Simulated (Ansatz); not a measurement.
**Sb: nudged elastic band (part 1 of 2)**

The run: nudged elastic band of Sb (defect cell, 19 atoms in the cell). Method and program: DFT PBE, scalar-relativistic, plane waves, PAW, no spin polarisation (Ansatz 0.2.0).

The structure derives from an entry of the Crystallography Open Database. It belongs to a series of runs on one base structure; here: band between the two ends. Figures and captions count atoms from 1; the log counts them from 0 in places.

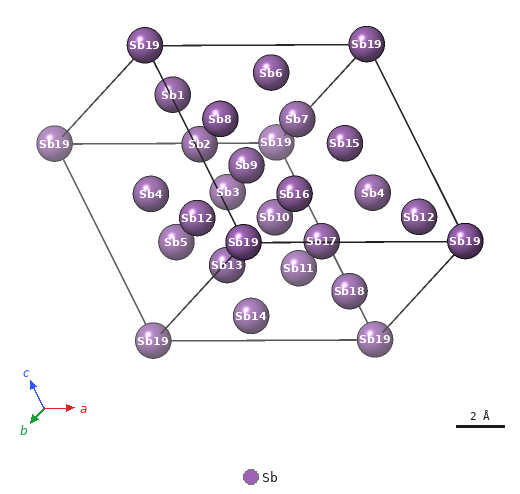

Figure 1. The starting structure (spheres-only view of the cell of the calculation, seen at an oblique angle; atoms are numbered from 1 in the order of the input).

Input file:
```yaml
crystal:
  lattice:
    - [6.2209225141, -6.2209225141, 3.1104612571]
    - [-6.2209225141, 3.1104612571, 6.2209225141]
    - [-6.2209225141, -3.1104612571, -6.2209225141]
  atoms:
    - { symbol: Sb, position: [0.1963725109, 0.2958895492, 0.8981262266] }
    - { symbol: Sb, position: [0.3977633226, 0.6018737734, 0.7982462843] }
    - { symbol: Sb, position: [0.6022366774, 0.8981262266, 0.7017537157] }
    - { symbol: Sb, position: [0.0, 0.4951238923, 0.4951238923] }
    - { symbol: Sb, position: [0.1963725109, 0.7982462843, 0.4004829616] }
    - { symbol: Sb, position: [0.6058773065, 0.1638150203, 0.9420622862] }
    - { symbol: Sb, position: [0.7986897861, 0.4508350691, 0.847854717] }
    - { symbol: Sb, position: [0.2013102139, 0.0491649309, 0.652145283] }
    - { symbol: Sb, position: [0.3941226935, 0.3361849797, 0.5579377138] }
    - { symbol: Sb, position: [0.6029803521, 0.652145283, 0.4508350691] }
    - { symbol: Sb, position: [0.778247266, 0.9420622862, 0.3361849797] }
    - { symbol: Sb, position: [0.0, 0.25, 0.25] }
    - { symbol: Sb, position: [0.221752734, 0.5579377138, 0.1638150203] }
    - { symbol: Sb, position: [0.3970196479, 0.847854717, 0.0491649309] }
    - { symbol: Sb, position: [0.8036274891, 0.2041104508, 0.6018737734] }
    - { symbol: Sb, position: [0.3977633226, 0.0995170384, 0.2958895492] }
    - { symbol: Sb, position: [0.6022366774, 0.4004829616, 0.2041104508] }
    - { symbol: Sb, position: [0.8036274891, 0.7017537157, 0.0995170384] }
    - { symbol: Sb, position: [0.0, 0.0048761077, 0.0048761077] }
basis:
  ecutwfc: 420
kpoints:
  mp_grid: { grid: [4, 4, 4] }
hamiltonian:
  xc: pbe
scf:
  occupations: { method: gaussian, width: 0.1 }
output:
  forces: true
neb:
  images: 1
  f_tol: 0.05
  max_iterations: 60
  order_check: false
  final_atoms:
    - { symbol: Sb, position: [0.2, 0.3048760182, 0.9048760182] }
    - { symbol: Sb, position: [0.3963725237, 0.5958895432, 0.7981262057] }
    - { symbol: Sb, position: [0.5977633375, 0.9018737943, 0.698246318] }
    - { symbol: Sb, position: [0.0036274763, 0.5041104568, 0.5018737943] }
    - { symbol: Sb, position: [0.2, 0.7951239818, 0.3951239818] }
    - { symbol: Sb, position: [0.5970196139, 0.1478546672, 0.9491649467] }
    - { symbol: Sb, position: [0.8058772892, 0.4638149752, 0.842062314] }
    - { symbol: Sb, position: [-0.0013102795, -0.2491649467, 0.7478546672] }
    - { symbol: Sb, position: [0.4013102795, 0.3491649467, 0.5521453328] }
    - { symbol: Sb, position: [0.5941227108, 0.6361850248, 0.457937686] }
    - { symbol: Sb, position: [0.8029803861, 0.9521453328, 0.3508350533] }
    - { symbol: Sb, position: [-0.0217526611, 0.242062314, 0.2361850248] }
    - { symbol: Sb, position: [0.2, 0.55, 0.15] }
    - { symbol: Sb, position: [0.4217526611, 0.857937686, 0.0638149752] }
    - { symbol: Sb, position: [0.8022366625, 0.1981262057, 0.601753682] }
    - { symbol: Sb, position: [0.3963725237, 0.098246318, 0.3004829805] }
    - { symbol: Sb, position: [0.5977633375, 0.3995170195, 0.1958895432] }
    - { symbol: Sb, position: [0.8022366625, 0.7004829805, 0.1041104568] }
    - { symbol: Sb, position: [0.0036274763, 0.001753682, -0.0004829805] }
  climbing: false
```

Machine: 4 threads of an x86-64 CPU, shared host.

Launched with:
```bash
ansatz run input.yaml --threads 4 --pin off --max-ram 9216MiB --backend cpu --events-out ev --progress --plain --runs-dir out
```

The program's output:
```
Warning: neb: disabling space-group detection — the band's intermediate images generally break the endpoint symmetry, so no spatial operation reduces the k-mesh or symmetrises the density, except that a semilocal band can use its path's symmetry ahead of convergence; time reversal is kept, so that k and −k are solved as one point where they differ and the mesh holds both, and exact exchange and, on two spinor components, a DFT+U term hold to it where the run has them: on two components no moment then forms, and a state that bears one, which a typed moment (crystal.atoms[].spin; refused beside efield: under a hybrid functional) reaches, can lie lower, under hf by electronvolts; crystal.symmetry.detect: false (a key that needs symmetry detection or time reversal refuses this as the deck is read) with time_reversal: false beside it drops time reversal too
Engine: ansatz 0.2.0, x86_64-unknown-linux-gnu
Pseudopotentials: kind: paw
Pseudopotential: Sb, paw, valence charge 15, recommended cutoff 420 eV (normal), Sb.paw.azcp
Functional definition: PBE
  parameter kappa = 0.804
  parameter beta = 0.06672455060314922
  exchange = pbe_x(kappa = kappa, mu = beta*pi^2/3)
  correlation = pbe_c(beta = beta)
NEB image 0
Crystal: 19 atoms, lattice volume = 601.872 Å³
Basis set: ecut = 420 eV, 11777 PW (Γ), exchange–correlation on 128×128×128 points (8 copies of the dense FFT grid, shifted against one another)
Bands: 171, of which v1, the nominal top of the filled ones, is band 143 counted from 1 (142 counted from 0)
Symmetry: 1 space group operations
k-points: 36 of 64 (time reversal used)
Non-local potential: Sb, projectors of the file, l = 0: 2, l = 1: 2, l = 2: 2, l = 3: 2
PAW form: soft (Blöchl's): semilocal exchange-correlation on the pseudo side does not see the compensation charge
PAW one-centre angular grid: Sb, 590 points (default); XC on 64 Gauss nodes
Initial density: superposition of atomic densities (neutral atoms: chi_scale 0, normalization atom), corrected by the library's trained network
Initial wavefunctions: pseudopotential atomic-orbital guess
Functional: x = pbe(κ = 0.804, μ = 0.2195149727645171), c = pbe(β = 0.06672455060314922)
SCF iter   1: F=—  HF=-123203.680163 eV  |F-HF|=—  |Δ(HF+E_count)|=         —  Δρ=1.17e-3  dr2=1.22e-2  ethr=1.77e-3  ⟨swp⟩=6.1  Hψ=22974  notcnv=0  defer=43
preconditioner: auto → LDOS  [metal: Δε(μ)=0.012 eV  Ē_g=7.679 eV  σ=0.100 eV  W_gap=0.07  n_scr=152 (ndim 8)  ℏωp=14.8 eV  f_vac=0.025  D(μ)=10.55/eV (n_scr^D=58)  β→1.0]
SCF iter   2: F=—  HF=-123203.668128 eV  |F-HF|=—  |Δ(HF+E_count)|=   1.20e-2  Δρ=6.70e-4  dr2=3.70e-3  ethr=4.29e-6  ⟨swp⟩=2.1  Hψ=12257  notcnv=0  defer=61
SCF iter   3: F=—  HF=-123203.667077 eV  |F-HF|=—  |Δ(HF+E_count)|=   1.05e-3  Δρ=2.33e-4  dr2=3.91e-4  ethr=1.30e-6  ⟨swp⟩=2.0  Hψ=10615  notcnv=0  defer=61
SCF iter   4: F=—  HF=-123203.666994 eV  |F-HF|=—  |Δ(HF+E_count)|=   8.31e-5  Δρ=7.14e-5  dr2=2.59e-5  ethr=1.37e-7  ⟨swp⟩=2.0  Hψ=10597  notcnv=0  defer=61
SCF iter   5: F=—  HF=-123203.666998 eV  |F-HF|=—  |Δ(HF+E_count)|=   4.02e-6  Δρ=1.59e-5  dr2=2.21e-6  ethr=9.08e-9  ⟨swp⟩=2.1  Hψ=10644  notcnv=0  defer=61
SCF iter   6: F=—  HF=-123203.666998 eV  |F-HF|=—  |Δ(HF+E_count)|=   6.76e-7  Δρ=5.53e-6  dr2=1.89e-7  ethr=7.76e-10  ⟨swp⟩=2.0  Hψ=10332  notcnv=0  defer=61
SCF iter   7: F=-123203.666998 eV  HF=-123203.666998 eV  |F-HF|=4.82e-9  |Δ(HF+E_count)|=   5.25e-8  Δρ=1.58e-6  dr2=1.59e-8  ethr=3.51e-11  ⟨swp⟩=4.4  Hψ=18359  notcnv=0
SCF 1 converged in 7 iterations: F = -123203.666998 eV  dr2 = 1.59e-8
  greatest PAW one-centre occupation: 0.996 electrons in one spin orbital (limit 2), on the Sb atom at site 0 (counted from 0), in its partial waves of l = 2
NSCF: frozen V_eff on 36 k-points
NEB image 2
SCF iter   1: F=—  HF=-123203.680156 eV  |F-HF|=—  |Δ(HF+E_count)|=         —  Δρ=1.17e-3  dr2=1.22e-2  ethr=1.77e-3  ⟨swp⟩=6.0  Hψ=22872  notcnv=0  defer=43
SCF iter   2: F=—  HF=-123203.668138 eV  |F-HF|=—  |Δ(HF+E_count)|=   1.20e-2  Δρ=6.71e-4  dr2=3.73e-3  ethr=4.29e-6  ⟨swp⟩=2.1  Hψ=12255  notcnv=0  defer=65
SCF iter   3: F=—  HF=-123203.667075 eV  |F-HF|=—  |Δ(HF+E_count)|=   1.06e-3  Δρ=2.33e-4  dr2=3.94e-4  ethr=1.31e-6  ⟨swp⟩=2.0  Hψ=10615  notcnv=0  defer=65
SCF iter   4: F=—  HF=-123203.666995 eV  |F-HF|=—  |Δ(HF+E_count)|=   8.08e-5  Δρ=7.17e-5  dr2=2.63e-5  ethr=1.38e-7  ⟨swp⟩=2.0  Hψ=10597  notcnv=0  defer=65
SCF iter   5: F=—  HF=-123203.666998 eV  |F-HF|=—  |Δ(HF+E_count)|=   2.93e-6  Δρ=1.57e-5  dr2=2.18e-6  ethr=9.22e-9  ⟨swp⟩=2.1  Hψ=10644  notcnv=0  defer=65
SCF iter   6: F=—  HF=-123203.666998 eV  |F-HF|=—  |Δ(HF+E_count)|=   7.05e-7  Δρ=5.54e-6  dr2=1.94e-7  ethr=7.66e-10  ⟨swp⟩=2.0  Hψ=10332  notcnv=0  defer=65
SCF iter   7: F=-123203.666998 eV  HF=-123203.666998 eV  |F-HF|=5.68e-9  |Δ(HF+E_count)|=   5.16e-8  Δρ=1.57e-6  dr2=1.56e-8  ethr=3.51e-11  ⟨swp⟩=4.4  Hψ=18361  notcnv=0
SCF 2 converged in 7 iterations: F = -123203.666998 eV  dr2 = 1.56e-8
  greatest PAW one-centre occupation: 0.996 electrons in one spin orbital (limit 2), on the Sb atom at site 16 (counted from 0), in its partial waves of l = 2
NSCF: frozen V_eff on 36 k-points
NEB end point (image 0): max|allowed force component| = 1.698e-2 eV/Å (the criterion of neb.relax_end_points is 1.000e-2)
NEB end point (image 2): max|allowed force component| = 1.698e-2 eV/Å (the criterion of neb.relax_end_points is 1.000e-2)
NEB image 1
SCF iter   1: F=—  HF=-123203.229490 eV  |F-HF|=—  |Δ(HF+E_count)|=         —  Δρ=1.26e-3  dr2=1.58e-2  ethr=1.77e-3  ⟨swp⟩=6.1  Hψ=23069  notcnv=0  defer=35
preconditioner: auto → Kerker (q_TF=auto, 2.409 Å⁻¹)  [metal: Δε(μ)=0.017 eV  Ē_g=7.577 eV  σ=0.100 eV  W_gap=0.10  n_scr=152 (ndim 8)  ℏωp=14.8 eV  f_vac=0.005  D(μ)=9.36/eV (n_scr^D=58)]
SCF iter   2: F=—  HF=-123203.216621 eV  |F-HF|=—  |Δ(HF+E_count)|=   1.29e-2  Δρ=7.57e-4  dr2=7.09e-3  ethr=5.54e-6  ⟨swp⟩=2.0  Hψ=12232  notcnv=0  defer=47
SCF iter   3: F=—  HF=-123203.216299 eV  |F-HF|=—  |Δ(HF+E_count)|=   3.21e-4  Δρ=3.50e-4  dr2=1.40e-3  ethr=2.49e-6  ⟨swp⟩=3.0  Hψ=11378  notcnv=0  defer=47
SCF iter   4: F=—  HF=-123203.216013 eV  |F-HF|=—  |Δ(HF+E_count)|=   2.86e-4  Δρ=1.51e-4  dr2=3.22e-4  ethr=4.90e-7  ⟨swp⟩=2.0  Hψ=6820  notcnv=0  defer=47
SCF iter   5: F=—  HF=-123203.215982 eV  |F-HF|=—  |Δ(HF+E_count)|=   3.11e-5  Δρ=5.68e-5  dr2=5.52e-5  ethr=1.13e-7  ⟨swp⟩=3.0  Hψ=11645  notcnv=0  defer=47
SCF iter   6: F=—  HF=-123203.216002 eV  |F-HF|=—  |Δ(HF+E_count)|=   2.03e-5  Δρ=3.00e-5  dr2=6.96e-6  ethr=1.94e-8  ⟨swp⟩=2.0  Hψ=6960  notcnv=0  defer=47
SCF iter   7: F=—  HF=-123203.216001 eV  |F-HF|=—  |Δ(HF+E_count)|=   1.10e-6  Δρ=6.97e-6  dr2=6.71e-7  ethr=2.44e-9  ⟨swp⟩=2.0  Hψ=10602  notcnv=0  defer=47
SCF iter   8: F=-123203.216001 eV  HF=-123203.216001 eV  |F-HF|=1.05e-8  |Δ(HF+E_count)|=   1.48e-8  Δρ=2.09e-6  dr2=6.36e-8  ethr=3.51e-11  ⟨swp⟩=3.0  Hψ=21500  notcnv=0
SCF 3 converged in 8 iterations: F = -123203.216001 eV  dr2 = 6.36e-8
  greatest PAW one-centre occupation: 0.996 electrons in one spin orbital (limit 2), on the Sb atom at site 7 (counted from 0), in its partial waves of l = 2
NEB iter   1: max|band force component| = 4.429e-1 eV/Å  barrier→ = 0.4510 eV  barrier← = 0.4510 eV  Δτ_max = 0.1665 Å  (22 SCF iters)
NEB image 1
Initial density: handed on by an earlier stage of this run
Initial wavefunctions: those handed on with the density
iter 1 solved again at ethr=7.92e-6 eV; its pass at ethr=3.10e-3 eV (dr2=2.26e-2 eV) is discarded
SCF iter   1: F=—  HF=-123203.374897 eV  |F-HF|=—  |Δ(HF+E_count)|=         —  Δρ=2.35e-3  dr2=2.07e-2  ethr=7.92e-6  ⟨swp⟩=2.8  Hψ=25581  notcnv=0
preconditioner: auto → Kerker (q_TF=auto, 2.409 Å⁻¹)  [metal: Δε(μ)=0.032 eV  Ē_g=7.585 eV  σ=0.100 eV  W_gap=0.17  n_scr=152 (ndim 8)  ℏωp=14.8 eV  f_vac=0.008  D(μ)=9.05/eV (n_scr^D=58)]
SCF iter   2: F=—  HF=-123203.375597 eV  |F-HF|=—  |Δ(HF+E_count)|=   7.01e-4  Δρ=1.44e-3  dr2=9.32e-3  ethr=7.27e-6  ⟨swp⟩=1.0  Hψ=6156  notcnv=0
SCF iter   3: F=—  HF=-123203.376269 eV  |F-HF|=—  |Δ(HF+E_count)|=   6.72e-4  Δρ=1.74e-4  dr2=5.94e-4  ethr=3.27e-6  ⟨swp⟩=2.0  Hψ=6837  notcnv=0
SCF iter   4: F=—  HF=-123203.376312 eV  |F-HF|=—  |Δ(HF+E_count)|=   4.25e-5  Δρ=7.69e-5  dr2=1.59e-4  ethr=2.08e-7  ⟨swp⟩=2.0  Hψ=7257  notcnv=0
SCF iter   5: F=—  HF=-123203.376316 eV  |F-HF|=—  |Δ(HF+E_count)|=   4.70e-6  Δρ=2.96e-5  dr2=1.67e-5  ethr=5.57e-8  ⟨swp⟩=2.0  Hψ=7333  notcnv=0
SCF iter   6: F=—  HF=-123203.376341 eV  |F-HF|=—  |Δ(HF+E_count)|=   2.45e-5  Δρ=1.03e-5  dr2=1.92e-6  ethr=5.85e-9  ⟨swp⟩=2.0  Hψ=7860  notcnv=0
SCF iter   7: F=—  HF=-123203.376341 eV  |F-HF|=—  |Δ(HF+E_count)|=   3.42e-7  Δρ=3.66e-6  dr2=2.17e-7  ethr=6.72e-10  ⟨swp⟩=2.0  Hψ=7835  notcnv=0
SCF iter   8: F=-123203.376341 eV  HF=-123203.376341 eV  |F-HF|=9.02e-9  |Δ(HF+E_count)|=   2.55e-8  Δρ=1.69e-6  dr2=3.43e-8  ethr=3.51e-11  ⟨swp⟩=4.3  Hψ=18359  notcnv=0
SCF 4 converged in 8 iterations: F = -123203.376341 eV  dr2 = 3.43e-8
NEB iter   2: max|band force component| = 2.331e-1 eV/Å  barrier→ = 0.2907 eV  barrier← = 0.2907 eV  Δτ_max = 0.0798 Å  (8 SCF iters)
NEB image 1
iter 1 solved again at ethr=1.94e-6 eV; its pass at ethr=3.10e-3 eV (dr2=5.54e-3 eV) is discarded
SCF iter   1: F=—  HF=-123203.401953 eV  |F-HF|=—  |Δ(HF+E_count)|=         —  Δρ=1.17e-3  dr2=5.72e-3  ethr=1.94e-6  ⟨swp⟩=3.0  Hψ=24477  notcnv=0
preconditioner: auto → LDOS  [metal: Δε(μ)=0.021 eV  Ē_g=7.599 eV  σ=0.100 eV  W_gap=0.12  n_scr=152 (ndim 8)  ℏωp=14.8 eV  f_vac=0.012  D(μ)=8.82/eV (n_scr^D=50)  β→1.0]
SCF iter   2: F=—  HF=-123203.402168 eV  |F-HF|=—  |Δ(HF+E_count)|=   2.15e-4  Δρ=2.15e-4  dr2=3.56e-4  ethr=1.94e-6  ⟨swp⟩=2.0  Hψ=8099  notcnv=0
SCF iter   3: F=—  HF=-123203.402217 eV  |F-HF|=—  |Δ(HF+E_count)|=   4.94e-5  Δρ=1.49e-4  dr2=1.84e-4  ethr=1.25e-7  ⟨swp⟩=2.0  Hψ=11300  notcnv=0
SCF iter   4: F=—  HF=-123203.402160 eV  |F-HF|=—  |Δ(HF+E_count)|=   5.70e-5  Δρ=2.66e-5  dr2=4.60e-6  ethr=6.47e-8  ⟨swp⟩=2.0  Hψ=11292  notcnv=0
SCF iter   5: F=—  HF=-123203.402183 eV  |F-HF|=—  |Δ(HF+E_count)|=   2.27e-5  Δρ=5.84e-6  dr2=1.90e-7  ethr=1.61e-9  ⟨swp⟩=2.0  Hψ=11314  notcnv=0
SCF iter   6: F=-123203.402183 eV  HF=-123203.402183 eV  |F-HF|=9.59e-9  |Δ(HF+E_count)|=   7.04e-8  Δρ=1.89e-6  dr2=2.44e-8  ethr=3.51e-11  ⟨swp⟩=4.8  Hψ=18425  notcnv=0
SCF 5 converged in 6 iterations: F = -123203.402183 eV  dr2 = 2.44e-8
NEB iter   3: max|band force component| = 7.036e-2 eV/Å  barrier→ = 0.2648 eV  barrier← = 0.2648 eV  Δτ_max = 0.0389 Å  (6 SCF iters)
NEB image 1
iter 1 solved again at ethr=3.64e-7 eV; its pass at ethr=3.10e-3 eV (dr2=1.04e-3 eV) is discarded
SCF iter   1: F=—  HF=-123203.409775 eV  |F-HF|=—  |Δ(HF+E_count)|=         —  Δρ=5.65e-4  dr2=1.13e-3  ethr=3.64e-7  ⟨swp⟩=3.0  Hψ=23301  notcnv=0
preconditioner: auto → LDOS  [metal: Δε(μ)=0.017 eV  Ē_g=7.592 eV  σ=0.100 eV  W_gap=0.09  n_scr=152 (ndim 8)  ℏωp=14.8 eV  f_vac=0.010  D(μ)=8.73/eV (n_scr^D=42)  β→1.0]
SCF iter   2: F=—  HF=-123203.409857 eV  |F-HF|=—  |Δ(HF+E_count)|=   8.20e-5  Δρ=1.08e-4  dr2=1.04e-4  ethr=3.64e-7  ⟨swp⟩=2.3  Hψ=11518  notcnv=0
SCF iter   3: F=—  HF=-123203.409850 eV  |F-HF|=—  |Δ(HF+E_count)|=   7.15e-6  Δρ=7.69e-5  dr2=4.83e-5  ethr=3.67e-8  ⟨swp⟩=2.0  Hψ=11304  notcnv=0
SCF iter   4: F=—  HF=-123203.409851 eV  |F-HF|=—  |Δ(HF+E_count)|=   8.90e-7  Δρ=2.38e-5  dr2=4.97e-6  ethr=1.70e-8  ⟨swp⟩=2.0  Hψ=11256  notcnv=0
SCF iter   5: F=—  HF=-123203.409849 eV  |F-HF|=—  |Δ(HF+E_count)|=   1.58e-6  Δρ=6.24e-6  dr2=3.93e-7  ethr=1.74e-9  ⟨swp⟩=2.0  Hψ=11273  notcnv=0
SCF iter   6: F=-123203.409849 eV  HF=-123203.409849 eV  |F-HF|=5.30e-9  |Δ(HF+E_count)|=   1.17e-7  Δρ=1.04e-6  dr2=8.12e-9  ethr=3.51e-11  ⟨swp⟩=5.0  Hψ=19294  notcnv=0
SCF 6 converged in 6 iterations: F = -123203.409849 eV  dr2 = 8.12e-9
NEB image 1
NSCF: frozen V_eff on 36 k-points
the band table was solved once a step of the walk had ended and its energy, with any forces and stress, was formed, with the checks that follow a solve (22111 applications of the Hamiltonian). They found nothing against the state; the energy, forces and stress were not computed again (output.eigenvalues in the input reference)
NEB iter   4: max|band force component| = 2.909e-2 eV/Å  barrier→ = 0.2571 eV  barrier← = 0.2571 eV  Δτ_max = 0.0000 Å  (6 SCF iters)
```

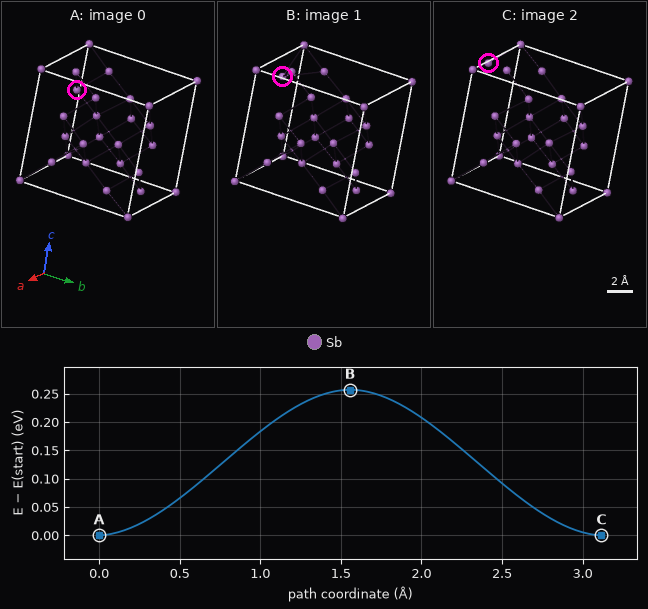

Figure 2. Images of the last band (counted from 0; ball-and-stick, reduced simulation cell, seen slightly off an axis), with the moving atom and its periodic copies ringed, above the energy along the path; the line is a cubic interpolation that uses the forces. The highest image is number 1, 0.257 eV above the start and 0.257 eV above the end; start and end have the same energy. The path is 3.12 Å long, and Sb8 moves most (3.08 Å). The band converged in 4 iterations.

```
SCF converged after 6 iterations
Free energy (F): -123203.409849 eV
Harris-Foulkes:  -123203.409849 eV  (|F-HF|=5.30e-9)
Internal energy: -123203.366193 eV  (E = F + TS)
E sigma→0 (E₀):  -123203.388021 eV
Entropy (-TS):   -0.043656 eV (-2.298 meV/atom)
Fermi energy:    9.082674 eV
--- Per-component energies (eV) ---
  E_band       = -3401.231653
  E_kinetic    = 3915.031405
  E_local      = -31176.429079  (includes V_loc(G=0)·N_el)
  E_nonlocal   = 6875.830762
  E_hartree    = 14093.386043
  E_xc         = -2623.003628
  E_vxc        = -1818.557941  (∫ρ·V_xc dr)
  E_paw        = -86925.727088  (= ΣΔE_a)
  E_vpaw       = -9383.880321  (= ΣTr[D̂ρ^β])
  E_aug_tail   = -0.000029  (compensation charges beyond the density's cutoff)
  E_ewald      = -27362.454578
  E_smearing   = -0.043656  (= −TS)
  E_closure    = 0.000000  (closes the sum)
  Σ components = -123203.409849   (vs F -123203.409849, Δ=0.00e0)
--- Forces (eV/Å), atoms counted from 1 ---
  atom   1  Sb    -0.00235566    -0.00231181    -0.00658980
  atom   2  Sb    -0.00273769    -0.00020645     0.01121844
  atom   3  Sb     0.00000005    -0.00000006    -0.00000010
  atom   4  Sb     0.00235556     0.00231196     0.00658979
  atom   5  Sb     0.00235568    -0.00231182    -0.00658978
  atom   6  Sb     0.00000001    -0.01187533     0.02909125
  atom   7  Sb     0.00000000     0.01754619    -0.00464793
  atom   8  Sb    -0.00000002    -0.00000008     0.00000008
  atom   9  Sb    -0.00000000    -0.01754615     0.00464847
  atom  10  Sb     0.00000000     0.01187519    -0.02909187
  atom  11  Sb     0.00000000     0.00322759     0.01141348
  atom  12  Sb     0.00000001     0.01523565    -0.00660486
  atom  13  Sb    -0.00000002    -0.01523563     0.00660426
  atom  14  Sb     0.00000001    -0.00322753    -0.01141298
  atom  15  Sb     0.00273760     0.00020640    -0.01121834
  atom  16  Sb     0.00273768    -0.00020643     0.01121843
  atom  17  Sb    -0.00000007    -0.00000006    -0.00000009
  atom  18  Sb    -0.00273760     0.00020642    -0.01121836
  atom  19  Sb    -0.00235554     0.00231194     0.00658981
  max |Σ_I F_I| component: 1.11e-7 eV/Å
--- Band table (eV; the first three rows and the last of 36) ---
```
